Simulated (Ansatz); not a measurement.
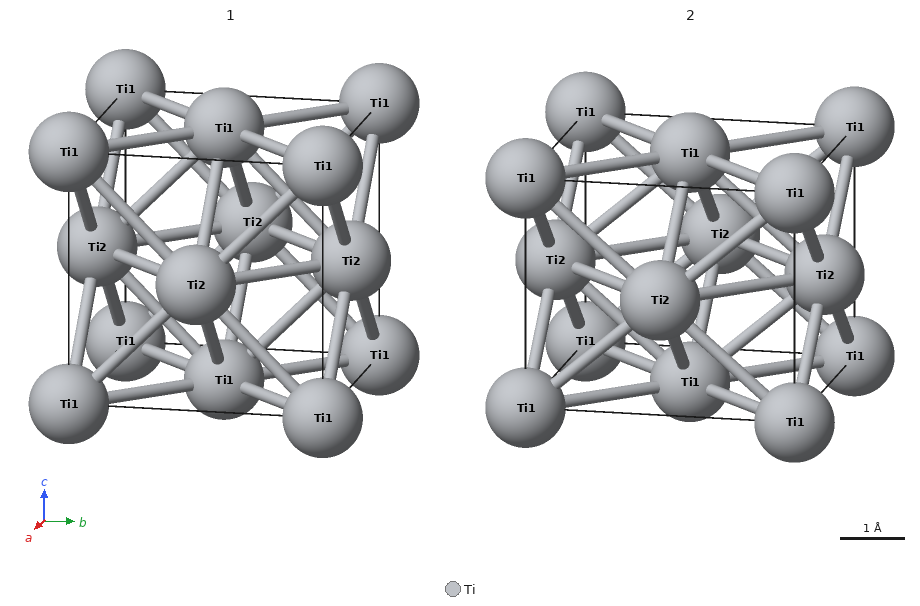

Two geometries of a crystal of Ti (set up in Fm-3m): one is the relaxed structure, the other was perturbed away from it. A ball-and-stick model of the conventional cell (2 times the calculation's cell), seen slightly off an axis. Lengths and directions refer to the drawn axes.

These are results of Ansatz, DFT r2SCAN, scalar-relativistic, plane waves, PAW, not measurements. (plane-wave cutoff 500 eV; k-point mesh 18 × 18 × 12; occupations gaussian; smearing width 0.1 eV; no spin polarisation)

Which is the distorted one, and what does the distortion cost?

Answer. Structure 2 is the perturbed one. Biaxial strain in the a–b plane, +6.0 %, is applied. The c axis and the atoms are relaxed. Energy change: +30.6 meV per atom. The pressure goes from 0.0 to −2.7 GPa. The principal stresses (compression positive) are 0.0 GPa along c and −4.0 GPa across it. The drawn cell changes as follows: a = b 4.110 → 4.357 Å (+6.0 %), c 4.110 → 3.741 Å (−9.0 %); the volume changes by +2.3 %. No atom moves by more than 0.005 Å relative to the cell. Some distances before and after: Ti–Ti 2.906 → 2.871 to 3.081 Å. The space group (tolerance 0.01 Å) goes from Fm-3m (No. 225) to I4/mmm (No. 139).
